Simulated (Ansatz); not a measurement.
# Calculations on Ge₆₃Pt

### Relaxation

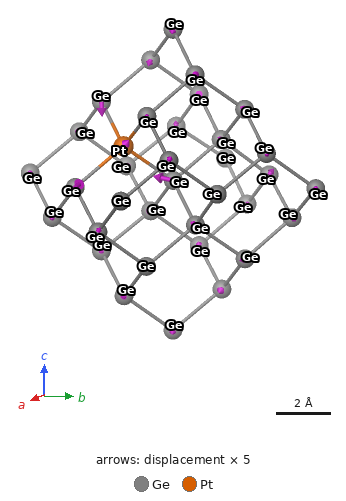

A relaxation of a defect cell of composition Ge63Pt (cell charge −1). The starting structure is drawn; purple arrows show the displacements, 5 times their true length.

Style: ball-and-stick. Shown: the atoms within 5.8 Å of the atom that moves most (axes of the cell of the calculation (origin shifted)), slightly off an axis.

The atoms of the start lie slightly off their symmetric places, so part of the fall in energy undoes that.

Computed with DFT, PBEsol, PAW, plane waves in Ansatz 0.2.0. Settings: plane-wave cutoff 420 eV; k-point mesh 1 × 1 × 1; mesh shifted by (0.25, 0.25, 0.25); collinear spin; atoms relaxed in a fixed cell; force threshold 0.03 eV/Å; at most 80 steps.

Question: Atoms of which element are displaced furthest, and by how much?

Answer: Germanium: up to 0.17 Å, against 0.08 Å for platinum.

Question: Describe the change and its energy.

Answer: The largest move is that of a Ge atom, 0.17 Å roughly along −b. By element the largest moves are Ge 0.17 Å, Pt 0.08 Å. The cell stays as it was. Near-neighbour distances that change, for instance: Ge–Ge 2.418 → 2.506 Å, Ge–Pt 2.477 → 2.393 Å, Ge–Pt 2.454 → 2.381 Å, Ge–Ge 2.488 → 2.433 Å. Among the angles between lasting bonds that change: Ge–Ge–Pt 108.6° → 116.5°, Ge–Pt–Ge 107.8° → 113.2°, Ge–Ge–Ge 110.4° → 105.5°. After 3 geometry steps the energy has fallen by 0.658 eV per cell of the calculation. The largest force component goes from 1.3 to 0.016 eV/Å. The run took 15 s on 1 × NVIDIA GB300 Max-Q with 8 threads of Arm Neoverse-V2, peak memory 2.4 GiB.

Limits of the set-up: the cell is charged, on a uniform background, and energies carry no finite-size correction.

### Relaxation

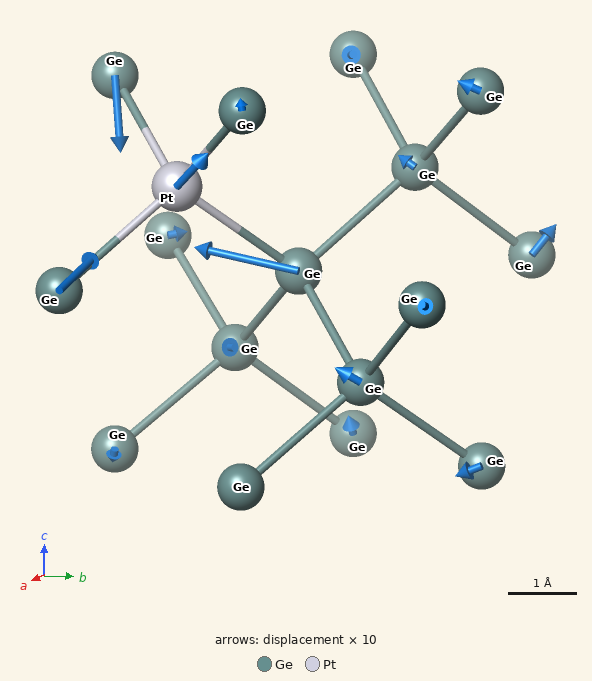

A relaxation of a defect cell of composition Ge$_{63}$Pt. The starting structure is drawn; blue arrows show the displacements, 10 times their true length.

A ball-and-stick model of the atoms within 4.2 Å of the atom that moves most (axes of the cell of the calculation (origin shifted)), seen slightly off an axis.

The atoms of the start lie slightly off their symmetric places, so part of the fall in energy undoes that.

Computed with Ansatz 0.2.0, DFT, PBEsol, PAW, plane waves. Set-up: plane-wave cutoff 420 eV; k-point mesh 1 × 1 × 1; mesh shifted by (0.25, 0.25, 0.25); no spin polarisation; atoms relaxed in a fixed cell; force threshold 0.03 eV/Å; at most 80 steps.

Question: Atoms of which element are displaced furthest, and by how much?

Answer: Germanium: up to 0.17 Å, against 0.09 Å for platinum.

Question: Describe the change and its energy.

Answer: The atom that moves furthest is a Ge atom (0.17 Å roughly along −b). Largest moves by element: Ge 0.17 Å, Pt 0.09 Å. The cell stays as it was. Some distances before and after: Ge–Ge 2.418 → 2.507 Å, Ge–Pt 2.477 → 2.391 Å, Ge–Pt 2.454 → 2.377 Å, Ge–Pt 2.442 → 2.389 Å. Among the angles between lasting bonds that change: Ge–Ge–Pt 108.6° → 116.7°, Ge–Pt–Ge 107.8° → 113.3°, Ge–Pt–Ge 109.8° → 104.9°. The energy falls by 0.669 eV per cell of the calculation in 3 geometry steps. Largest force component: 1.3 eV/Å at the start, 0.018 eV/Å at the end.

### Defect

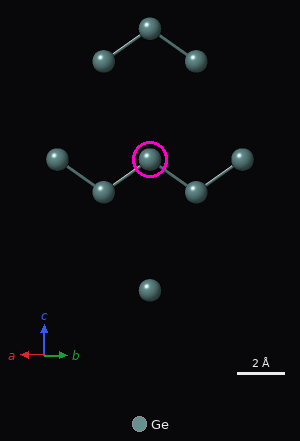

Perfect Ge. A ball-and-stick model of the atoms within 6.0 Å of one point, in a slice 3.4 Å thick across the line of sight, seen along [110].

Computed with DFT, PBEsol, PAW, plane waves in Ansatz 0.2.0. Settings: plane-wave cutoff 420 eV; k-point mesh 1 × 1 × 1; mesh shifted by (0.25, 0.25, 0.25); collinear spin. Fermi-Dirac smearing of 0.01 eV. A uniform background neutralises the charged cell. The axes drawn are those of the host's conventional cell.

A germanium atom is replaced by platinum at the ringed place, in charge state −1. The supercell has 64 sites, and the atoms are relaxed at the host's cell.

Predict the relaxed surroundings of the defect.

In the host the Ge atom has 4 Ge at 2.46 Å; the Pt atom ends with 4 Ge at 2.38 to 2.39 Å. Of the host's atoms, a germanium atom moves furthest from its site, by 0.14 Å. The Pt atom itself moves 0.08 Å from where it was put. The cell's net moment is 0.77 μB.

The relaxed defect, seen from the same direction:

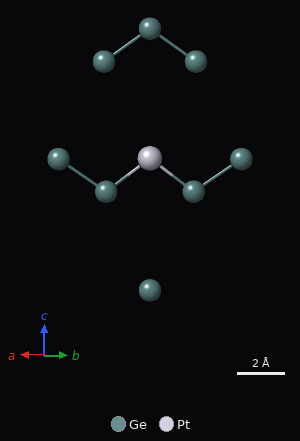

Limits of the set-up: the cell is charged, on a uniform background, and energies carry no finite-size correction.

### Defect

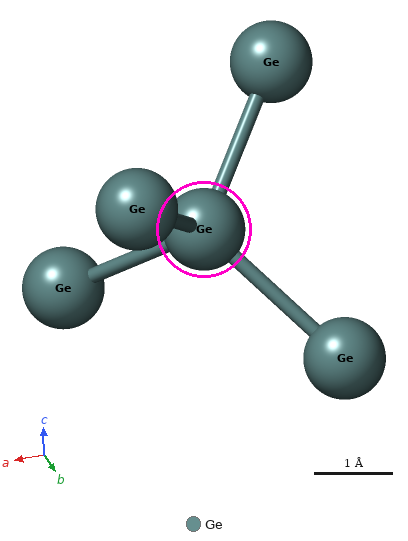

Perfect Ge. The picture is a ball-and-stick view of the atoms within 3.3 Å of one point, seen from a free direction.

These are results of DFT, PBEsol, PAW, plane waves (Ansatz), not measurements. Set-up: plane-wave cutoff 420 eV; k-point mesh 1 × 1 × 1; mesh shifted by (0.25, 0.25, 0.25); no spin polarisation. Fermi-Dirac smearing of 0.01 eV. The axes drawn are those of the host's conventional cell.

A germanium atom is replaced by platinum at the ringed place, in charge state 0. The supercell has 64 sites, and the atoms are relaxed at the host's cell.

**How do the neighbours respond?**

In the host the Ge atom has 4 Ge at 2.46 Å; the Pt atom ends with 4 Ge at 2.38 to 2.39 Å. Of the host's atoms, a germanium atom moves furthest from its site, by 0.14 Å. The Pt atom itself moves 0.09 Å from where it was put.

The relaxed defect, seen from the same direction:

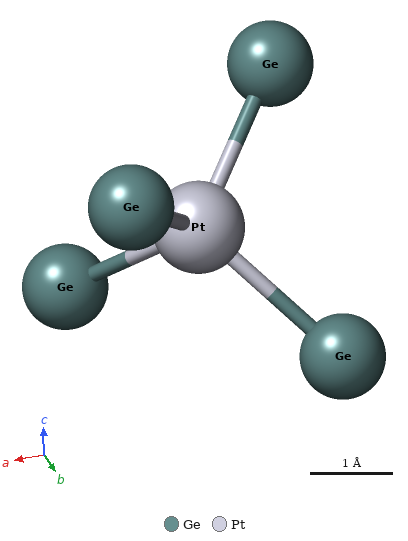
